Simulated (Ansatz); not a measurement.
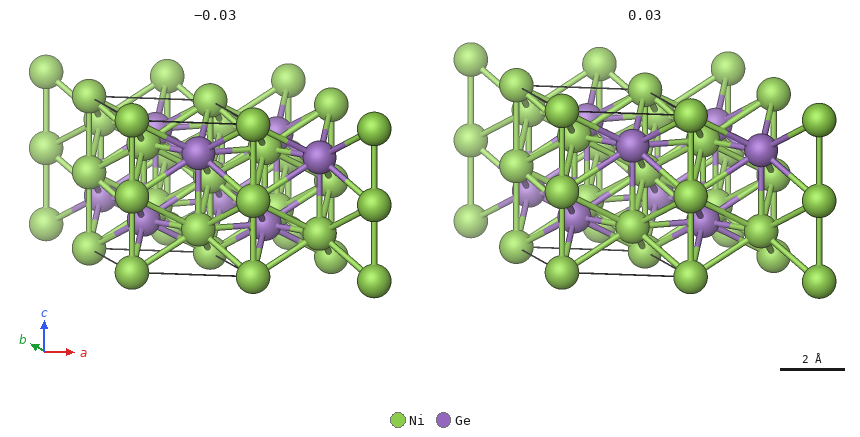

A crystal of Ni$_{2}$Ge (set up in P6_3/mmc), under equal strain along all axes (cell held, atoms fixed by symmetry), with energies (extrapolated to zero smearing) counted from the relaxed crystal, which is the row at zero. The picture shows the first and the last member. A ball-and-stick model of the cell of the calculation, repeated 2 × 2 × 1 with one cell outlined, seen slightly off an axis.

Computed with Ansatz 0.2.0: DFT r2SCAN, scalar-relativistic, plane waves, PAW. Settings: plane-wave cutoff 500 eV; k-point mesh 12 × 12 × 8; occupations gaussian; smearing width 0.1 eV; no spin polarisation.

| strain | energy (meV/atom) | a (Å) | c (Å) |
| --- | --- | --- | --- |
| −0.03 | 64.78 | 3.859 | 4.886 |
| −0.02 | 27.66 | 3.899 | 4.937 |
| −0.01 | 6.63 | 3.938 | 4.987 |
| 0.0 | 0.00 | 3.978 | 5.037 |
| 0.01 | 6.21 | 4.018 | 5.088 |
| 0.02 | ? | ? | ? |
| 0.03 | 51.63 | 4.097 | 5.188 |

Q: One row is withheld. What does the calculation give there?

A: A parabola through three neighbouring rows (0.0, 0.01, 0.03) gives, with Lagrange weights, (−0.3333)(0.00) + (1.0000)(6.21) + (0.3333)(51.63) = 23.42 meV/atom. The calculation gives 23.85 meV/atom (a = 4.058 Å, c = 5.138 Å). The estimate is 0.43 meV/atom too low. From the first member to the last: Ni–Ni 2.541 → 2.698 Å, Ge–Ni 2.541 → 2.698 Å, Ni–Ni 2.443 → 2.594 Å.

The whole series:

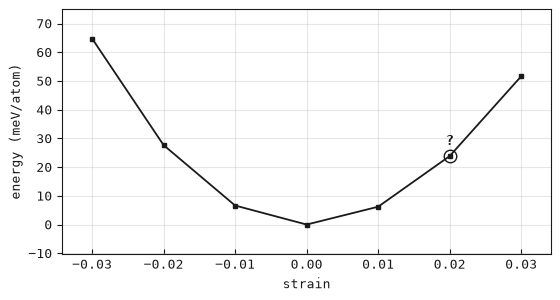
